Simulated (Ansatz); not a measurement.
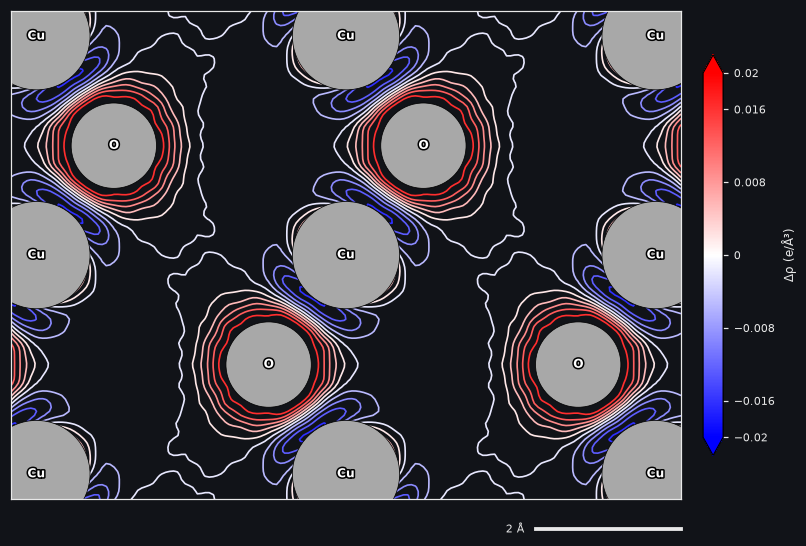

Cu2O. Difference of the valence pseudo-densities of two functionals at the same geometry, on the (110) plane of the calculation cell: r2SCAN less PBE.

Both computed with Ansatz (plane waves, PAW), on the same k-point mesh. Grey discs cover the atomic cores.

```yaml
crystal:
  lattice:
    - [4.26000, 0.00000, 0.00000]
    - [0.00000, 4.26000, 0.00000]
    - [0.00000, 0.00000, 4.26000]
  atoms:
    - { symbol: Cu, position: [0.25000, 0.25000, 0.25000] }
    - { symbol: Cu, position: [0.25000, 0.75000, 0.75000] }
    - { symbol: Cu, position: [0.75000, 0.75000, 0.25000] }
    - { symbol: Cu, position: [0.75000, 0.25000, 0.75000] }
    - { symbol: O, position: [0.00000, 0.00000, 0.00000] }
    - { symbol: O, position: [0.50000, 0.50000, 0.50000] }
```

Where does the change of functional move the electrons?

Answer. Against PBE, r2SCAN gives less density around Cu (−0.006 e/Å³ on average at 1.0 Å from the nucleus), more density around O (+0.014 e/Å³ on average at 0.7 Å from the nucleus) and a change of −0.007 e/Å³ at the midpoint of Cu–O.
